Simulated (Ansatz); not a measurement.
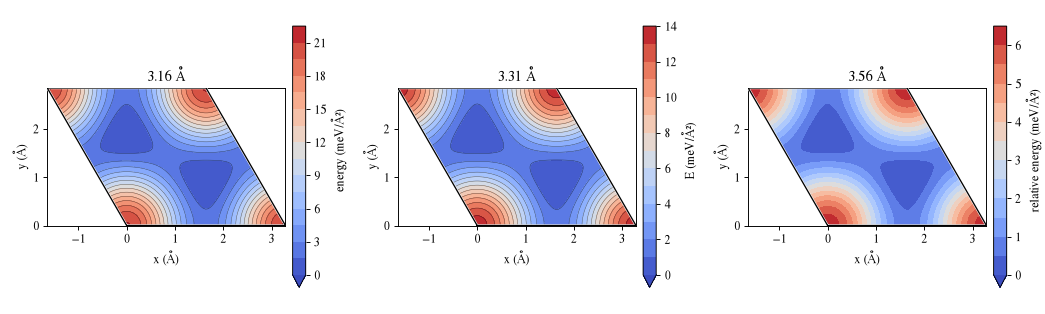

Three maps of one series, each from its own lowest grid point and on its own colour scale; the layer distance changes from map to map. A bilayer of two WSe₂ sheets (1H type) (6 atoms in the cell). 
- The upper layer of a bilayer is slid over the lower one; relaxed at each slide: nothing; the origin of the map has Se4 above Se3.
- Places are given modulo a cell vector. The map is drawn in real space over the plane of the slide.
- Grid: 6 × 6 points.
- Energies are in meV/Å², from the lowest grid point.
- At a held distance the lowest stacking need not be the one that binds best once the distance relaxes.
- The calculation used DFT PBE+D3(BJ), scalar-relativistic, plane waves, PAW (Ansatz). Settings: cutoff 420 eV, k-mesh 9×9×1, gaussian smearing 0.05 eV, no spin polarisation.

The picture shows filled contours, the outline of one cell of the plane. Between grid points the surface is interpolated.

The span runs from the lowest to the highest grid point; passes are read from the interpolated surfaces.

| layer distance | lowest grid point | span (meV/Å²) | easiest pass (meV/Å²) |
| --- | --- | --- | --- |
| 3.16 Å | Se above W of a deeper plane | 21.1 | 2 |
| 3.31 Å | Se above W of a deeper plane | 13.5 | 1.3 |
| 3.56 Å | Se above W of a deeper plane | 6.3 | 0.64 |

**One more map of the series was computed, for the layer distance 3.51 Å. What do you expect for it?**

A straight line of ln(span) against the layer distance through the 3 maps has the slope −3.0 per Å (a decay length of 0.33 Å) and gives 7.33 meV/Å² at 3.51 Å. The computed span is 7.34 meV/Å², above the fit by 0 %. The lowest grid point is Se above W of a deeper plane, as for 3.16 Å, 3.31 Å and 3.56 Å. The easiest pass out of the lowest well is about 0.74 meV/Å².

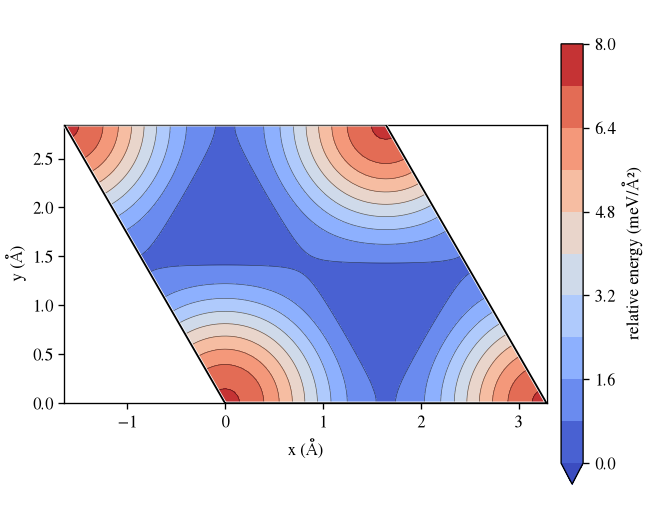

The map for 3.51 Å.

PAW datasets: the set soft_1.
